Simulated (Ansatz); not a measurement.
**What a change does: single-point calculation on TiO$_{2}$**

System: TiO$_{2}$ (12 atoms in the cell).
Method of run A: DFT r2SCAN+U, scalar-relativistic, plane waves, PAW, Ueff = 4 eV on Ti d, no spin polarisation (Ansatz 0.2.0).

The structure derives from a Materials Project entry. Text and figures count atoms from 1; the logs count them from 0 in places.

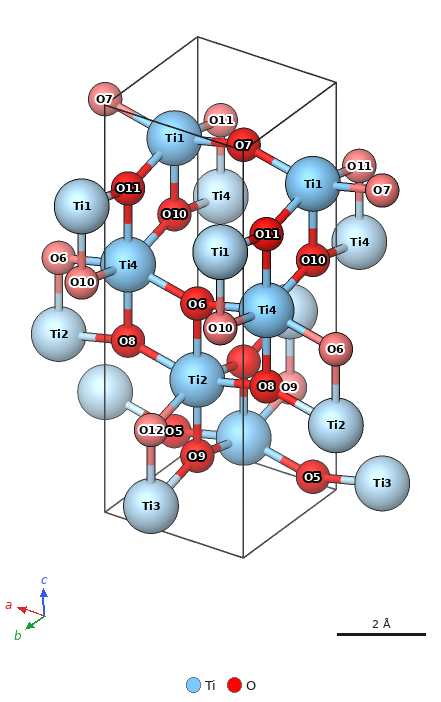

**Figure 1.** The input geometry (ball-and-stick view of the cell of the calculation, seen at an oblique angle; neighbours outside the cell are drawn fainter; atoms are numbered from 1 in the order of the input). An atom can appear more than once, as a periodic image. Near neighbours in the periodic cell (some may lie outside the picture): Ti has 5 O at 1.95 to 1.99 Å; Ti has 6 O at 1.95 to 1.99 Å; O has 2 Ti at 1.95 Å; O has 3 Ti at 1.95 to 1.99 Å.

**The input, run A**
```yaml
crystal:
  lattice:
    - [-2.6847585539, 2.6847645963, 0.0201584547]
    - [-2.6847585539, -2.6847645963, 0.0201584547]
    - [0.0799096196, 0.0, 10.6598586162]
  atoms:
    - { symbol: Ti, position: [7.0976e-06, 0.2499968678, 0.792918666] }
    - { symbol: Ti, position: [0.5000059646, 0.7499957348, 0.3398222854] }
    - { symbol: Ti, position: [0.4999951683, 0.2500053981, 0.1132740951] }
    - { symbol: Ti, position: [0.9999963013, 0.7500065311, 0.5663704757] }
    - { symbol: O, position: [1.0532e-06, 0.2500064765, 0.0735238487] }
    - { symbol: O, position: [0.5000021862, 0.7500076095, 0.5266202293] }
    - { symbol: O, position: [0.5000012127, 0.2499957894, 0.8326689124] }
    - { symbol: O, position: [1.0000000797, 0.7499946564, 0.3795725318] }
    - { symbol: O, position: [0.4999940899, 0.7499995132, 0.1530243416] }
    - { symbol: O, position: [0.9999952229, 0.2500006462, 0.6061207221] }
    - { symbol: O, position: [8.176e-06, 0.7500027527, 0.7531684195] }
    - { symbol: O, position: [0.500007043, 0.2500016197, 0.300072039] }
basis:
  ecutwfc: 500
kpoints:
  mp_grid: { grid: [6, 6, 3] }
hamiltonian:
  xc: r2scan
  hubbard: { sites: [{ species: Ti, l: d, u_eff: 4.0 }] }
scf:
  occupations: { method: gaussian, width: 0.05 }
output:
  forces: true
  stress: true
  eigenvalues: true
```

Command:
```bash
ansatz run input.yaml --threads 2 --pin off --max-ram 5120MiB --backend cpu --events-out ev --progress --plain --runs-dir out
```

Hardware: 2 threads of Arm Neoverse V2, 24 GiB of memory available, shared host.

**Output, shortened to warnings, some set-up lines, iterations and results (run A)**
```
Warning: 6 symmetry operations that the atoms keep within the bar at which the run's group was sought (crystal.symmetry.tolerance 1.0e-5, or twice it) were not taken beside the 2 unitary ones that the detection took (of a slab, those that keep its plane). If the more symmetric cell is meant, write the vectors of crystal.lattice to more decimals, or, with the positions in fractional coordinates, …
Basis set: ecut = 500 eV, 3887 PW (Γ), exchange–correlation on 120×120×320 points (64 copies of the dense FFT grid, shifted against one another)
Symmetry: 2 space group operations
k-points: 56 of 108
Initial density: superposition of atomic densities (chi_scale 0.1, normalization cell, long waves of neutral atoms under a Hubbard term (reshape's long-wave potential 0.03 eV rms, cloud 2.26 Å wide))
[...]
SCF iter   1: F=—  HF=-14572.395933 eV  |F-HF|=—  |Δ(HF+E_count)|=         —  Δρ=9.74e-2  dr2=1.68e1  dr2_τ=2.14e0  ethr=3.10e-3  ⟨swp⟩=5.0  Hψ=12637  notcnv=0
SCF iter   2: F=—  HF=-14570.312979 eV  |F-HF|=—  |Δ(HF+E_count)|=    2.08e0  Δρ=5.18e-2  dr2=2.62e0  dr2_τ=9.23e-1  ethr=3.10e-3  ⟨swp⟩=3.0  Hψ=7101  notcnv=0  defer=267
SCF iter   3: F=—  HF=-14570.456201 eV  |F-HF|=—  |Δ(HF+E_count)|=   1.43e-1  Δρ=2.46e-2  dr2=8.60e-1  dr2_τ=4.45e-2  ethr=2.73e-3  ⟨swp⟩=2.3  Hψ=4809  notcnv=0  defer=267
SCF iter   4: F=—  HF=-14570.646583 eV  |F-HF|=—  |Δ(HF+E_count)|=   1.90e-1  Δρ=1.68e-2  dr2=4.35e-1  dr2_τ=4.23e-2  ethr=8.95e-4  ⟨swp⟩=2.1  Hψ=5704  notcnv=0  defer=299
SCF iter   5: F=—  HF=-14570.594793 eV  |F-HF|=—  |Δ(HF+E_count)|=   5.18e-2  Δρ=4.11e-3  dr2=3.57e-2  dr2_τ=1.37e-3  ethr=4.53e-4  ⟨swp⟩=2.7  Hψ=4907  notcnv=0  defer=299
SCF iter   6: F=—  HF=-14570.594817 eV  |F-HF|=—  |Δ(HF+E_count)|=   2.41e-5  Δρ=1.42e-3  dr2=3.29e-3  dr2_τ=2.98e-4  ethr=3.72e-5  ⟨swp⟩=3.1  Hψ=6570  notcnv=0  defer=265
SCF iter   7: F=—  HF=-14570.596321 eV  |F-HF|=—  |Δ(HF+E_count)|=   1.50e-3  Δρ=8.85e-4  dr2=1.28e-3  dr2_τ=8.59e-5  ethr=3.43e-6  ⟨swp⟩=2.0  Hψ=4350  notcnv=0  defer=265
SCF iter   8: F=—  HF=-14570.596303 eV  |F-HF|=—  |Δ(HF+E_count)|=   1.84e-5  Δρ=4.40e-4  dr2=2.74e-4  dr2_τ=3.09e-5  ethr=1.33e-6  ⟨swp⟩=2.0  Hψ=4648  notcnv=0  defer=265
SCF iter   9: F=—  HF=-14570.596281 eV  |F-HF|=—  |Δ(HF+E_count)|=   2.14e-5  Δρ=8.25e-5  dr2=1.26e-5  dr2_τ=1.13e-6  ethr=2.85e-7  ⟨swp⟩=2.0  Hψ=4846  notcnv=0  defer=265
SCF iter  10: F=—  HF=-14570.596289 eV  |F-HF|=—  |Δ(HF+E_count)|=   7.50e-6  Δρ=3.54e-5  dr2=2.48e-6  dr2_τ=1.46e-7  ethr=1.32e-8  ⟨swp⟩=2.0  Hψ=4422  notcnv=0  defer=265
SCF iter  11: F=—  HF=-14570.596289 eV  |F-HF|=—  |Δ(HF+E_count)|=   4.55e-7  Δρ=2.13e-5  dr2=7.80e-7  dr2_τ=7.71e-8  ethr=2.59e-9  ⟨swp⟩=2.0  Hψ=5014  notcnv=0  defer=265
SCF iter  12: F=-14570.596289 eV  HF=-14570.596289 eV  |F-HF|=7.47e-9  |Δ(HF+E_count)|=   6.43e-8  Δρ=5.59e-6  dr2=5.94e-8  dr2_τ=6.53e-9  ethr=1.04e-10  ⟨swp⟩=10.8  Hψ=15675 …
SCF 1 converged in 12 iterations: F = -14570.596289 eV  dr2 = 5.94e-8
SCF converged after 12 iterations
Free energy (F): -14570.596289 eV
Harris-Foulkes:  -14570.596289 eV  (|F-HF|=7.47e-9)
Internal energy: -14570.596289 eV  (E = F + TS)
E sigma→0 (E₀):  -14570.596289 eV
Fermi energy:    7.445547 eV
--- Per-component energies (eV) ---
  E_band       = -1155.961846
  E_kinetic    = 2487.630595
  E_local      = -8311.503785  (includes V_loc(G=0)·N_el)
  E_nonlocal   = 378.790839
  E_hartree    = 3280.013330
  E_xc         = -962.215849
  E_vxc        = -1382.607176  (∫ρ·V_xc dr)
  E_hubbard    = 12.489623  (on-site DFT+U / exact-exchange correction)
  E_vhub       = 8.936214  (the Hubbard potential's part of the band-sum identity)
  E_paw        = -5490.545813  (= ΣΔE_a)
  E_vpaw       = -989.449492  (= ΣTr[D̂ρ^β])
  E_aug_tail   = 0.008984  (compensation charges beyond the density's cutoff)
  E_vtau       = 92.206824  (kinetic-family band-sum trace: ∫τ·v_τ [+ j·A + Jᵃ·Aᵃ] dr)
  E_ewald      = -5963.994858
  E_core_change = -1.269356  (= ΣΔE_core)
  E_smearing   = -0.000000  (= −TS)
  E_closure    = 0.000000  (closes the sum)
  Σ components = -14570.596289   (vs F -14570.596289, Δ=0.00e0)
--- Forces (eV/Å), atoms counted from 1 ---
  atom   1  Ti    -0.00294699    -0.00005210    -0.38524760
  atom   2  Ti    -0.00169304    -0.00012777    -0.22403093
  atom   3  Ti     0.00294699     0.00005210     0.38524760
  atom   4  Ti     0.00169304     0.00012777     0.22403093
  atom   5  O     -0.00581354     0.00003807    -0.78312935
  atom   6  O     -0.00041730    -0.00015956    -0.08731420
  atom   7  O      0.00581354    -0.00003807     0.78312935
  atom   8  O      0.00041730     0.00015956     0.08731420
  atom   9  O     -0.00040511    -0.00015163    -0.01847950
  atom  10  O      0.00400707    -0.00012910     0.57046069
  atom  11  O      0.00040511     0.00015163     0.01847950
  atom  12  O     -0.00400707     0.00012910    -0.57046069
  max |Σ_I F_I| component: 1.11e-16 eV/Å
--- Stress (GPa, compression-positive) ---
       -6.812683       7.369546      -0.000392
        7.369546      -6.809391      -0.055473
       -0.000393      -0.055473      -6.954655
  P = ⅓ Tr σ = -6.8589 GPa (-68.589 kbar)
Occupation matrices written to [file]
```

For run B the input was changed thus:
```diff
-    - [0.0799096196, 0.0, 10.6598586162]
+    - [0.0761554857, 0.0, 10.1598727099]
-    - { symbol: Ti, position: [7.0976e-06, 0.2499968678, 0.792918666] }
-    - { symbol: Ti, position: [0.5000059646, 0.7499957348, 0.3398222854] }
-    - { symbol: Ti, position: [0.4999951683, 0.2500053981, 0.1132740951] }
-    - { symbol: Ti, position: [0.9999963013, 0.7500065311, 0.5663704757] }
-    - { symbol: O, position: [1.0532e-06, 0.2500064765, 0.0735238487] }
-    - { symbol: O, position: [0.5000021862, 0.7500076095, 0.5266202293] }
-    - { symbol: O, position: [0.5000012127, 0.2499957894, 0.8326689124] }
-    - { symbol: O, position: [1.0000000797, 0.7499946564, 0.3795725318] }
-    - { symbol: O, position: [0.4999940899, 0.7499995132, 0.1530243416] }
-    - { symbol: O, position: [0.9999952229, 0.2500006462, 0.6061207221] }
-    - { symbol: O, position: [8.176e-06, 0.7500027527, 0.7531684195] }
-    - { symbol: O, position: [0.500007043, 0.2500016197, 0.300072039] }
+    - { symbol: Ti, position: [6.155e-06, 0.2499959252, 0.8319396465] }
+    - { symbol: Ti, position: [0.5000055607, 0.7499953309, 0.3565455628] }
+    - { symbol: Ti, position: [0.4999950337, 0.2500052635, 0.1188485209] }
+    - { symbol: Ti, position: [0.9999956281, 0.7500058579, 0.5942426047] }
+    - { symbol: O, position: [9.658e-07, 0.2500063891, 0.0771420921] }
+    - { symbol: O, position: [0.5000015602, 0.7500069835, 0.5525361758] }
+    - { symbol: O, position: [0.5000002229, 0.2499947996, 0.8736460754] }
+    - { symbol: O, position: [0.9999996285, 0.7499942052, 0.3982519917] }
+    - { symbol: O, position: [0.499993908, 0.7499993313, 0.1605549498] }
+    - { symbol: O, position: [0.9999945024, 0.2499999257, 0.6359490336] }
+    - { symbol: O, position: [7.2807e-06, 0.7500018574, 0.7902332177] }
+    - { symbol: O, position: [0.5000066863, 0.250001263, 0.3148391339] }
```

Predict how the results change.

With the same functional and potentials, run B lies 70.5 meV per atom lower. The gap on the mesh goes from 2.55 to 2.70 eV. The pressure goes from −6.86 to −6.15 GPa. The largest force goes from 0.783 to 1.099 eV/Å. The volume per atom goes from 12.81 to 12.21 Å³. The number of SCF iterations is the same. The plane waves at Γ go from 3887 to 3677.

**Output, shortened to warnings, some set-up lines, iterations and results (run B)**
```
Warning: 6 symmetry operations that the atoms keep within the bar at which the run's group was sought (crystal.symmetry.tolerance 1.0e-5, or twice it) were not taken beside the 2 unitary ones that the detection took (of a slab, those that keep its plane). If the more symmetric cell is meant, write the vectors of crystal.lattice to more decimals, or, with the positions in fractional coordinates, …
Basis set: ecut = 500 eV, 3677 PW (Γ), exchange–correlation on 120×120×300 points (64 copies of the dense FFT grid, shifted against one another)
Symmetry: 2 space group operations
k-points: 56 of 108
Initial density: superposition of atomic densities (chi_scale 0.1, normalization cell, long waves of neutral atoms under a Hubbard term (reshape's long-wave potential 0.02 eV rms, cloud 2.26 Å wide))
[...]
SCF iter   1: F=—  HF=-14573.094315 eV  |F-HF|=—  |Δ(HF+E_count)|=         —  Δρ=9.98e-2  dr2=1.63e1  dr2_τ=2.15e0  ethr=3.10e-3  ⟨swp⟩=5.0  Hψ=12532  notcnv=0
SCF iter   2: F=—  HF=-14571.118122 eV  |F-HF|=—  |Δ(HF+E_count)|=    1.98e0  Δρ=5.04e-2  dr2=2.12e0  dr2_τ=8.65e-1  ethr=3.10e-3  ⟨swp⟩=3.0  Hψ=7102  notcnv=0  defer=266
SCF iter   3: F=—  HF=-14571.290756 eV  |F-HF|=—  |Δ(HF+E_count)|=   1.73e-1  Δρ=2.46e-2  dr2=7.17e-1  dr2_τ=3.98e-2  ethr=2.21e-3  ⟨swp⟩=2.4  Hψ=4817  notcnv=0  defer=266
SCF iter   4: F=—  HF=-14571.464128 eV  |F-HF|=—  |Δ(HF+E_count)|=   1.73e-1  Δρ=1.26e-2  dr2=2.25e-1  dr2_τ=2.09e-2  ethr=7.47e-4  ⟨swp⟩=2.2  Hψ=5681  notcnv=0  defer=283
SCF iter   5: F=—  HF=-14571.442221 eV  |F-HF|=—  |Δ(HF+E_count)|=   2.19e-2  Δρ=3.51e-3  dr2=2.65e-2  dr2_τ=1.05e-3  ethr=2.35e-4  ⟨swp⟩=2.6  Hψ=4967  notcnv=0  defer=283
SCF iter   6: F=—  HF=-14571.441443 eV  |F-HF|=—  |Δ(HF+E_count)|=   7.78e-4  Δρ=1.26e-3  dr2=2.33e-3  dr2_τ=2.43e-4  ethr=2.77e-5  ⟨swp⟩=2.7  Hψ=5957  notcnv=0  defer=275
SCF iter   7: F=—  HF=-14571.442317 eV  |F-HF|=—  |Δ(HF+E_count)|=   8.74e-4  Δρ=8.22e-4  dr2=9.89e-4  dr2_τ=6.81e-5  ethr=2.43e-6  ⟨swp⟩=2.0  Hψ=4340  notcnv=0  defer=275
SCF iter   8: F=—  HF=-14571.442248 eV  |F-HF|=—  |Δ(HF+E_count)|=   6.95e-5  Δρ=3.88e-4  dr2=1.89e-4  dr2_τ=2.34e-5  ethr=1.03e-6  ⟨swp⟩=2.0  Hψ=4618  notcnv=0  defer=275
SCF iter   9: F=—  HF=-14571.442220 eV  |F-HF|=—  |Δ(HF+E_count)|=   2.79e-5  Δρ=6.59e-5  dr2=6.51e-6  dr2_τ=6.40e-7  ethr=1.97e-7  ⟨swp⟩=2.0  Hψ=4825  notcnv=0  defer=275
SCF iter  10: F=—  HF=-14571.442223 eV  |F-HF|=—  |Δ(HF+E_count)|=   2.71e-6  Δρ=2.28e-5  dr2=8.95e-7  dr2_τ=4.62e-8  ethr=6.78e-9  ⟨swp⟩=2.0  Hψ=4406  notcnv=0  defer=275
SCF iter  11: F=—  HF=-14571.442223 eV  |F-HF|=—  |Δ(HF+E_count)|=   8.34e-8  Δρ=1.38e-5  dr2=2.82e-7  dr2_τ=3.02e-8  ethr=9.32e-10  ⟨swp⟩=2.0  Hψ=4802  notcnv=0  defer=275
SCF iter  12: F=-14571.442223 eV  HF=-14571.442223 eV  |F-HF|=2.29e-10  |Δ(HF+E_count)|=   4.34e-8  Δρ=3.29e-6  dr2=2.11e-8  dr2_τ=1.72e-9  ethr=1.04e-10  ⟨swp⟩=12.3  …
SCF 1 converged in 12 iterations: F = -14571.442223 eV  dr2 = 2.11e-8
SCF converged after 12 iterations
Free energy (F): -14571.442223 eV
Harris-Foulkes:  -14571.442223 eV  (|F-HF|=2.29e-10)
Internal energy: -14571.442223 eV  (E = F + TS)
E sigma→0 (E₀):  -14571.442223 eV
Fermi energy:    7.985183 eV
--- Per-component energies (eV) ---
  E_band       = -1100.937024
  E_kinetic    = 2490.018265
  E_local      = -7520.936819  (includes V_loc(G=0)·N_el)
  E_nonlocal   = 378.184885
  E_hartree    = 2912.048754
  E_xc         = -963.353951
  E_vxc        = -1383.834007  (∫ρ·V_xc dr)
  E_hubbard    = 12.462554  (on-site DFT+U / exact-exchange correction)
  E_vhub       = 8.903846  (the Hubbard potential's part of the band-sum identity)
  E_paw        = -5490.527459  (= ΣΔE_a)
  E_vpaw       = -989.321004  (= ΣTr[D̂ρ^β])
  E_aug_tail   = 0.008847  (compensation charges beyond the density's cutoff)
  E_vtau       = 91.941407  (kinetic-family band-sum trace: ∫τ·v_τ [+ j·A + Jᵃ·Aᵃ] dr)
  E_ewald      = -6388.077943
  E_core_change = -1.269356  (= ΣΔE_core)
  E_smearing   = -0.000000  (= −TS)
  E_closure    = -0.000000  (closes the sum)
  Σ components = -14571.442223   (vs F -14571.442223, Δ=0.00e0)
--- Forces (eV/Å), atoms counted from 1 ---
  atom   1  Ti     0.00386083    -0.00007971     0.52082620
  atom   2  Ti    -0.00136515    -0.00012371    -0.18075722
  atom   3  Ti    -0.00386083     0.00007971    -0.52082620
  atom   4  Ti     0.00136515     0.00012371     0.18075722
  atom   5  O     -0.00812695    -0.00000976    -1.09937375
  atom   6  O     -0.00022403    -0.00015979    -0.06164425
  atom   7  O      0.00812695     0.00000976     1.09937375
  atom   8  O      0.00022403     0.00015979     0.06164425
  atom   9  O     -0.00005531    -0.00015162     0.02691614
  atom  10  O      0.00315879    -0.00013750     0.45624359
  atom  11  O      0.00005531     0.00015162    -0.02691614
  atom  12  O     -0.00315879     0.00013750    -0.45624359
  max |Σ_I F_I| component: 5.55e-17 eV/Å
--- Stress (GPa, compression-positive) ---
       -4.810197       5.108506      -0.029374
        5.108506      -4.806664      -0.038420
       -0.029375      -0.038420      -8.828698
  P = ⅓ Tr σ = -6.1485 GPa (-61.485 kbar)
Occupation matrices written to [file]
```

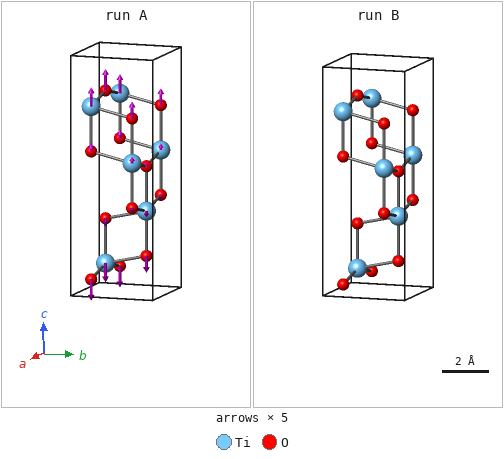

**Figure 2.** The two input geometries at one scale (ball-and-stick view of the cell of the calculation, seen slightly off an axis). The pink arrows on the first give the shifts of the atoms relative to the cell, with their mean removed, magnified 5 times. The largest moves relative to the cell, 0.19 Å, are those of O atoms. By element the largest moves are O 0.19 Å, Ti 0.17 Å. (The mean shift of all atoms is removed.) The drawn cell changes as follows: a = b stay at 3.797 Å, c 10.660 → 10.160 Å (−4.7 %); the volume changes by −4.7 %.

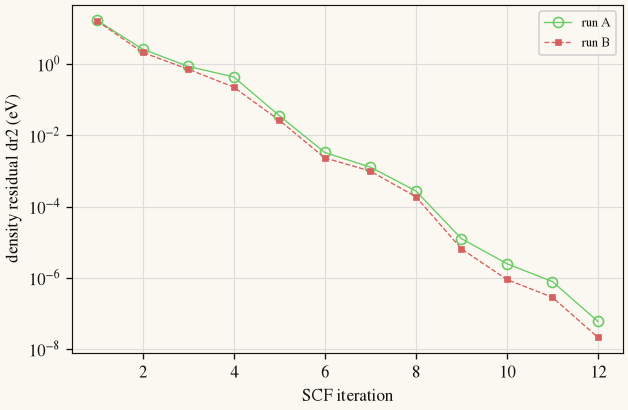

**Figure 3.** Convergence of the two runs: density residual dr2 against the SCF iteration. Run A takes 12 iterations in all, and run B takes 12.

**The two runs side by side**

| quantity | run A | run B |
| --- | --- | --- |
| outcome | converged | converged |
| free energy per atom (eV) | −1214.2164 | −1214.2869 |
| gap on the mesh (eV) | 2.55 | 2.70 |
| pressure (GPa) | −6.86 | −6.15 |
| volume per atom (Å³) | 12.81 | 12.21 |
| largest force (eV/Å) | 0.783 | 1.099 |
| SCF iterations | 12 | 12 |
| irreducible k-points | 56 | 56 |
| plane waves at Γ | 3887 | 3677 |
| wall time (shared host) | 60 s | 57 s |

For both runs: Warnings: near-symmetries of the structure were not used. For run A: The cell is under a tension of 6.9 GPa at this level, so it is not at its equilibrium volume.
